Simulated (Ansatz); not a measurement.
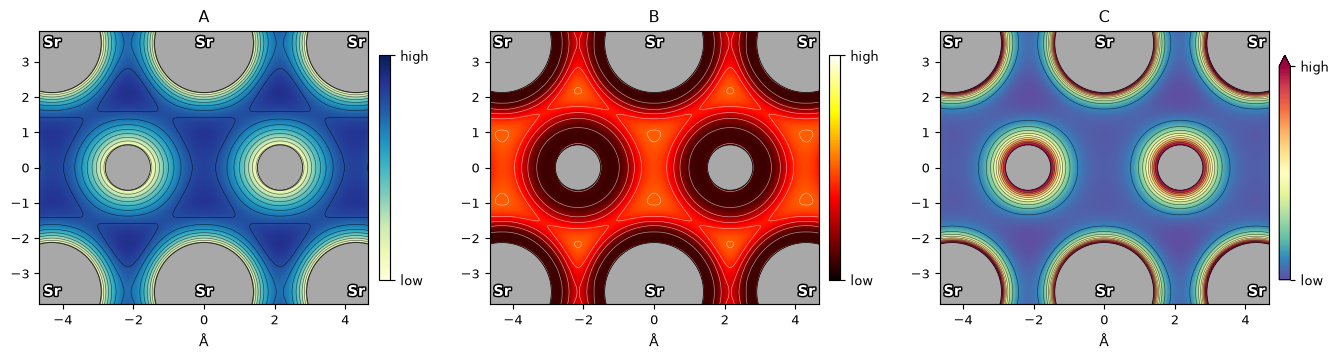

Sr: 3 fields on the (010) plane of the conventional cell, with unlabelled colour scales. Grey discs cover the atomic cores.

Space group P6₃/mmc.

Theory: DFT LDA, scalar-relativistic, plane waves, PAW in Ansatz.

### The panels show electron localisation function, electrostatic potential energy of an electron and valence pseudo-density in some order. Assign them.

Panel A: electrostatic potential energy of an electron (low next to the atoms, rising into the space between them). Panel B: electron localisation function. Panel C: valence pseudo-density. From the grid: Sr–Sr (4.31 Å): ρ at the midpoint is about 0.04 e/Å³; the ELF is about 0.30 at the midpoint: no shared electron pair shows on this line.
